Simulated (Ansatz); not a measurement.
# GaN: a changed input and its effect

System: GaN (slab, 16 atoms in the cell).
Method of run A: DFT PBE+D3(BJ), scalar-relativistic, plane waves, PAW, PAW set soft_1, no spin polarisation (Ansatz 0.2.0).

The structure derives from a Materials Project entry. Text and figures count atoms from 1; the logs count them from 0 in places.

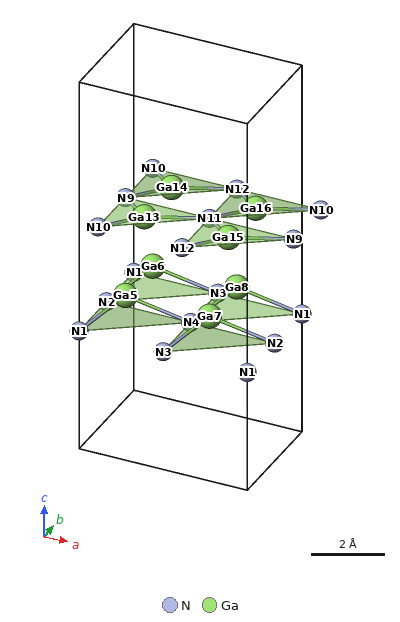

**Figure 1.** The input geometry (polyhedral view of the cell of the calculation, with the vacuum cut short, seen slightly off an axis; polyhedra are completed across the faces of the cell; atoms are numbered from 1 in the order of the input). An atom can appear more than once, as a periodic image.

**Input, run A**
```yaml
crystal:
  lattice:
    - [6.3894493824, 0.0, 0.0]
    - [-3.1947246912, 5.5334254814, 0.0]
    - [0.0, 0.0, 20.8382304314]
  atoms:
    - { symbol: "N", position: [0.0, 0.0, 0.191954879] }
    - { symbol: "N", position: [0.0, 0.5, 0.191954879] }
    - { symbol: "N", position: [0.5, 0.0, 0.191954879] }
    - { symbol: "N", position: [0.5, 0.5, 0.191954879] }
    - { symbol: Ga, position: [0.1666666667, 0.3333333333, 0.2232493043] }
    - { symbol: Ga, position: [0.1666666667, 0.8333333333, 0.2232493043] }
    - { symbol: Ga, position: [0.6666666667, 0.3333333333, 0.2232493043] }
    - { symbol: Ga, position: [0.6666666667, 0.8333333333, 0.2232493043] }
    - { symbol: "N", position: [0.1666666667, 0.3333333333, 0.3569511555] }
    - { symbol: "N", position: [0.1666666667, 0.8333333333, 0.3569511555] }
    - { symbol: "N", position: [0.6666666667, 0.3333333333, 0.3569511555] }
    - { symbol: "N", position: [0.6666666667, 0.8333333333, 0.3569511555] }
    - { symbol: Ga, position: [0.3333333333, 0.1666666667, 0.3535997815] }
    - { symbol: Ga, position: [0.3333333333, 0.6666666667, 0.3535997815] }
    - { symbol: Ga, position: [0.8333333333, 0.1666666667, 0.3535997815] }
    - { symbol: Ga, position: [0.8333333333, 0.6666666667, 0.3535997815] }
basis:
  ecutwfc: 420
kpoints:
  mp_grid: { grid: [6, 6, 1] }
hamiltonian:
  xc: pbe
  pseudopotentials: { kind: paw, azcp: { folder: soft_1 } }
  dispersion: d3bj
scf:
  occupations: { method: gaussian, width: 0.05 }
output:
  forces: true
  eigenvalues: true
efield:
  axis: 3
  dipole_correction: true
  ramp_width: 0.04
```

Launched with:
```bash
ansatz run input.yaml --threads 4 --pin off --max-ram 12288MiB --backend cpu --events-out ev --progress --plain --runs-dir out
```

Hardware: 4 threads of Arm Neoverse V1, 24 GiB of memory available, shared host.

**Output, shortened to warnings, some set-up lines, iterations and results (run A)**
```
Basis set: ecut = 420 eV, 14445 PW (Γ), exchange–correlation on 90×90×288 points (8 copies of the dense FFT grid, shifted against one another)
Symmetry: 24 space group operations
k-points: 7 of 36 (time reversal used)
Initial density: superposition of atomic densities (neutral atoms: chi_scale 0, normalization atom)
[...]
SCF iter   1: F=—  HF=-33355.535585 eV  |F-HF|=—  |Δ(HF+E_count)|=         —  Δρ=8.46e-2  dr2=7.63e1  ethr=3.10e-3  p=-0.000 e·Å  D=-9.42e-7 V/Å  ΔV_dip=0.00 eV  …
SCF iter   2: F=—  HF=-33342.599662 eV  |F-HF|=—  |Δ(HF+E_count)|=    1.29e1  Δρ=5.64e-2  dr2=4.96e1  ethr=3.10e-3  p=1.168 e·Å  D=2.87e-1 V/Å  ΔV_dip=-5.98 eV  …
SCF iter   3: F=—  HF=-33337.301613 eV  |F-HF|=—  |Δ(HF+E_count)|=    5.30e0  Δρ=1.33e-2  dr2=2.40e0  ethr=3.10e-3  p=0.391 e·Å  D=9.59e-2 V/Å  ΔV_dip=-2.00 eV  …
SCF iter   4: F=—  HF=-33337.155985 eV  |F-HF|=—  |Δ(HF+E_count)|=   1.46e-1  Δρ=7.97e-3  dr2=2.03e0  ethr=1.66e-3  p=0.976 e·Å  D=2.40e-1 V/Å  ΔV_dip=-5.00 eV  …
SCF iter   5: F=—  HF=-33336.994676 eV  |F-HF|=—  |Δ(HF+E_count)|=   1.61e-1  Δρ=5.11e-3  dr2=8.84e-1  ethr=1.41e-3  p=0.880 e·Å  D=2.16e-1 V/Å  ΔV_dip=-4.50 eV  …
SCF iter   6: F=—  HF=-33336.888750 eV  |F-HF|=—  |Δ(HF+E_count)|=   1.06e-1  Δρ=1.16e-3  dr2=6.32e-2  ethr=6.14e-4  p=0.791 e·Å  D=1.94e-1 V/Å  ΔV_dip=-4.05 eV  …
SCF iter   7: F=—  HF=-33336.878969 eV  |F-HF|=—  |Δ(HF+E_count)|=   9.78e-3  Δρ=3.91e-4  dr2=1.15e-3  ethr=4.39e-5  p=0.744 e·Å  D=1.83e-1 V/Å  ΔV_dip=-3.81 eV  …
SCF iter   8: F=—  HF=-33336.878927 eV  |F-HF|=—  |Δ(HF+E_count)|=   4.15e-5  Δρ=1.41e-4  dr2=6.77e-5  ethr=8.00e-7  p=0.745 e·Å  D=1.83e-1 V/Å  ΔV_dip=-3.81 eV  …
SCF iter   9: F=—  HF=-33336.878959 eV  |F-HF|=—  |Δ(HF+E_count)|=   3.11e-5  Δρ=1.91e-5  dr2=2.53e-6  ethr=4.70e-8  p=0.746 e·Å  D=1.83e-1 V/Å  ΔV_dip=-3.82 eV  …
SCF iter  10: F=—  HF=-33336.878960 eV  |F-HF|=—  |Δ(HF+E_count)|=   1.39e-6  Δρ=6.30e-6  dr2=2.59e-7  ethr=1.75e-9  p=0.746 e·Å  D=1.83e-1 V/Å  ΔV_dip=-3.82 eV  …
SCF iter  11: F=—  HF=-33336.878960 eV  |F-HF|=—  |Δ(HF+E_count)|=   1.98e-7  Δρ=2.76e-6  dr2=1.06e-7  ethr=6.94e-11  p=0.746 e·Å  D=1.83e-1 V/Å  ΔV_dip=-3.82 eV  …
SCF iter  12: F=-33336.878960 eV  HF=-33336.878960 eV  |F-HF|=4.85e-8  |Δ(HF+E_count)|=   2.55e-8  Δρ=6.40e-7  dr2=3.15e-9  ethr=6.94e-11  p=0.746 e·Å  D=1.83e-1 V/Å  …
SCF 1 converged in 12 iterations: F = -33336.878960 eV  dr2 = 3.15e-9
SCF converged after 12 iterations
Free energy (F): -33336.878960 eV
Harris-Foulkes:  -33336.878960 eV  (|F-HF|=4.85e-8)
Internal energy: -33336.878957 eV  (E = F + TS)
E sigma→0 (E₀):  -33336.878959 eV
Entropy (-TS):   -0.000003 eV (-0.000 meV/atom)
Fermi energy:    -1.023748 eV
Dipole field:    D = 0.183208 V/Å  (p = 0.745936 e·Å, saw-weighted, corrected)
Work function:   Φ+ = 3.0109 eV   Φ− = 6.8286 eV
Levels:          The Fermi level and band energies are counted from a zero that moves with the ramp; work functions are not
--- Per-component energies (eV) ---
  E_band       = -1741.577626
  E_kinetic    = 1896.305438
  E_local      = -115140.873822  (includes V_loc(G=0)·N_el)
  E_nonlocal   = -446.328042
  E_hartree    = 58219.315576
  E_xc         = -969.473422
  E_vxc        = -1033.815161  (∫ρ·V_xc dr)
  E_paw        = -16973.940167  (= ΣΔE_a)
  E_vpaw       = -3450.089205  (= ΣTr[D̂ρ^β])
  E_aug_tail   = 0.005330  (compensation charges beyond the density's cutoff)
  E_efield     = 0.068331  (sawtooth field / dipole correction)
  E_vefield    = -5.410651  (∫n·V_field dr)
  E_ewald      = 40080.350535
  E_disp       = -2.308713  (pairwise vdW)
  E_smearing   = -0.000003  (= −TS)
  E_closure    = -0.000000  (closes the sum)
  Σ components = -33336.878960   (vs F -33336.878960, Δ=0.00e0)
--- Forces (eV/Å), atoms counted from 1 ---
  atom   1  N      0.00000000    -0.00000000     2.87448465
  atom   2  N      0.00000000    -0.00000000     2.87448465
  atom   3  N      0.00000000    -0.00000000     2.87448465
  atom   4  N      0.00000000    -0.00000000     2.87448465
  atom   5  Ga    -0.00000000    -0.00000000    -2.89162377
  atom   6  Ga    -0.00000000    -0.00000000    -2.89162377
  atom   7  Ga    -0.00000000    -0.00000000    -2.89162377
  atom   8  Ga    -0.00000000    -0.00000000    -2.89162377
  atom   9  N     -0.00000000    -0.00000000     0.00846832
  atom  10  N     -0.00000000    -0.00000000     0.00846832
  atom  11  N      0.00000000    -0.00000000     0.00846832
  atom  12  N     -0.00000000    -0.00000000     0.00846832
  atom  13  Ga     0.00000000    -0.00000000     0.00865057
  atom  14  Ga     0.00000000    -0.00000000     0.00865057
  atom  15  Ga     0.00000000    -0.00000000     0.00865057
  atom  16  Ga     0.00000000    -0.00000000     0.00865057
  max |Σ_I F_I| component: 8.09e-5 eV/Å
```

For run B the input was changed thus:
```diff
-  ecutwfc: 420
+  ecutwfc: "400 eV"
+accuracy: low
```

What does this change do to the results?

The free energy of run B is 2.1 meV per atom higher, which measures how much it depends on this numerical setting. More plane waves can only lower the energy of a fixed Hamiltonian, so the higher cutoff gives the lower value. The SCF takes 11 iterations against 12. The plane waves at Γ go from 14445 to 13447.

**Output, shortened to warnings, some set-up lines, iterations and results (run B)**
```
Warning: basis.ecutwfc = 400 eV is below the records' recommended 420 eV, and the density's cutoff is lower with it unless basis.ecutrho_ratio is high enough to keep the records' density cutoff: compare with a run at a higher cutoff
Basis set: ecut = 400 eV, 13447 PW (Γ), exchange–correlation on 90×90×288 points (8 copies of the dense FFT grid, shifted against one another)
Symmetry: 24 space group operations
k-points: 7 of 36 (time reversal used)
Initial density: superposition of atomic densities (neutral atoms: chi_scale 0, normalization atom)
[...]
SCF iter   1: F=—  HF=-33355.491937 eV  |F-HF|=—  |Δ(HF+E_count)|=         —  Δρ=8.46e-2  dr2=7.63e1  ethr=3.10e-3  p=-0.000 e·Å  D=-3.14e-6 V/Å  ΔV_dip=0.00 eV  …
SCF iter   2: F=—  HF=-33342.558949 eV  |F-HF|=—  |Δ(HF+E_count)|=    1.29e1  Δρ=5.63e-2  dr2=4.96e1  ethr=3.10e-3  p=1.168 e·Å  D=2.87e-1 V/Å  ΔV_dip=-5.98 eV  …
SCF iter   3: F=—  HF=-33337.263410 eV  |F-HF|=—  |Δ(HF+E_count)|=    5.30e0  Δρ=1.33e-2  dr2=2.36e0  ethr=3.10e-3  p=0.392 e·Å  D=9.63e-2 V/Å  ΔV_dip=-2.01 eV  …
SCF iter   4: F=—  HF=-33337.122142 eV  |F-HF|=—  |Δ(HF+E_count)|=   1.41e-1  Δρ=7.92e-3  dr2=2.03e0  ethr=1.64e-3  p=0.977 e·Å  D=2.40e-1 V/Å  ΔV_dip=-5.00 eV  …
SCF iter   5: F=—  HF=-33336.961486 eV  |F-HF|=—  |Δ(HF+E_count)|=   1.61e-1  Δρ=5.12e-3  dr2=8.87e-1  ethr=1.41e-3  p=0.880 e·Å  D=2.16e-1 V/Å  ΔV_dip=-4.50 eV  …
SCF iter   6: F=—  HF=-33336.855149 eV  |F-HF|=—  |Δ(HF+E_count)|=   1.06e-1  Δρ=1.16e-3  dr2=6.42e-2  ethr=6.16e-4  p=0.791 e·Å  D=1.94e-1 V/Å  ΔV_dip=-4.05 eV  …
SCF iter   7: F=—  HF=-33336.845240 eV  |F-HF|=—  |Δ(HF+E_count)|=   9.91e-3  Δρ=3.91e-4  dr2=1.12e-3  ethr=4.46e-5  p=0.744 e·Å  D=1.83e-1 V/Å  ΔV_dip=-3.81 eV  …
SCF iter   8: F=—  HF=-33336.845198 eV  |F-HF|=—  |Δ(HF+E_count)|=   4.25e-5  Δρ=1.41e-4  dr2=6.74e-5  ethr=7.79e-7  p=0.744 e·Å  D=1.83e-1 V/Å  ΔV_dip=-3.81 eV  …
SCF iter   9: F=—  HF=-33336.845210 eV  |F-HF|=—  |Δ(HF+E_count)|=   1.28e-5  Δρ=1.90e-5  dr2=2.37e-6  ethr=4.68e-8  p=0.746 e·Å  D=1.83e-1 V/Å  ΔV_dip=-3.82 eV  …
SCF iter  10: F=—  HF=-33336.845212 eV  |F-HF|=—  |Δ(HF+E_count)|=   1.36e-6  Δρ=5.18e-6  dr2=1.41e-7  ethr=1.65e-9  p=0.746 e·Å  D=1.83e-1 V/Å  ΔV_dip=-3.82 eV  …
SCF iter  11: F=-33336.845212 eV  HF=-33336.845212 eV  |F-HF|=9.63e-9  |Δ(HF+E_count)|=   2.72e-7  Δρ=2.06e-6  dr2=5.81e-8  ethr=6.94e-11  p=0.746 e·Å  D=1.83e-1 V/Å  …
SCF 1 converged in 11 iterations: F = -33336.845212 eV  dr2 = 5.81e-8
SCF converged after 11 iterations
Free energy (F): -33336.845212 eV
Harris-Foulkes:  -33336.845212 eV  (|F-HF|=9.63e-9)
Internal energy: -33336.845209 eV  (E = F + TS)
E sigma→0 (E₀):  -33336.845211 eV
Entropy (-TS):   -0.000003 eV (-0.000 meV/atom)
Fermi energy:    -1.023879 eV
Dipole field:    D = 0.183203 V/Å  (p = 0.745913 e·Å, saw-weighted, corrected)
Work function:   Φ+ = 3.0112 eV   Φ− = 6.8288 eV
Levels:          The Fermi level and band energies are counted from a zero that moves with the ramp; work functions are not
--- Per-component energies (eV) ---
  E_band       = -1741.466736
  E_kinetic    = 1896.954037
  E_local      = -115140.475984  (includes V_loc(G=0)·N_el)
  E_nonlocal   = -447.422099
  E_hartree    = 58218.768608
  E_xc         = -969.637262
  E_vxc        = -1034.027126  (∫ρ·V_xc dr)
  E_paw        = -16973.146716  (= ΣΔE_a)
  E_vpaw       = -3448.605091  (= ΣTr[D̂ρ^β])
  E_aug_tail   = 0.004057  (compensation charges beyond the density's cutoff)
  E_efield     = 0.068327  (sawtooth field / dipole correction)
  E_vefield    = -5.410495  (∫n·V_field dr)
  E_ewald      = 40080.350535
  E_disp       = -2.308713  (pairwise vdW)
  E_smearing   = -0.000003  (= −TS)
  E_closure    = -0.000000  (closes the sum)
  Σ components = -33336.845212   (vs F -33336.845212, Δ=0.00e0)
--- Forces (eV/Å), atoms counted from 1 ---
  atom   1  N      0.00000000    -0.00000000     2.87329383
  atom   2  N      0.00000000    -0.00000000     2.87329383
  atom   3  N      0.00000000    -0.00000000     2.87329383
  atom   4  N      0.00000000    -0.00000000     2.87329383
  atom   5  Ga    -0.00000000    -0.00000000    -2.89117995
  atom   6  Ga    -0.00000000    -0.00000000    -2.89117995
  atom   7  Ga    -0.00000000    -0.00000000    -2.89117995
  atom   8  Ga    -0.00000000    -0.00000000    -2.89117995
  atom   9  N      0.00000000    -0.00000000     0.00899356
  atom  10  N      0.00000000    -0.00000000     0.00899356
  atom  11  N      0.00000000    -0.00000000     0.00899356
  atom  12  N     -0.00000000    -0.00000000     0.00899356
  atom  13  Ga    -0.00000000    -0.00000000     0.00883854
  atom  14  Ga    -0.00000000    -0.00000000     0.00883854
  atom  15  Ga    -0.00000000    -0.00000000     0.00883854
  atom  16  Ga     0.00000000    -0.00000000     0.00883854
  max |Σ_I F_I| component: 2.16e-4 eV/Å
```

**The two runs side by side**

| quantity | run A | run B |
| --- | --- | --- |
| outcome | converged | converged |
| free energy per atom (eV) | −2083.5549 | −2083.5528 |
| gap on the mesh (eV) | 0.26 | 0.26 |
| work function (eV) | 3.01 | – |
| largest force (eV/Å) | 2.892 | 2.891 |
| SCF iterations | 12 | 11 |
| irreducible k-points | 7 | 7 |
| plane waves at Γ | 14445 | 13447 |
| wall time (shared host) | 15 s | 12 s |

For run B: These settings are looser than, or depart from, a standard set-up, so the numbers are not reference values for this system. Warnings: the cutoff is below the recommended one. The input asks for low accuracy. So coarse a mesh can miss the band edges, so the true gap of this method can be much smaller, or zero.
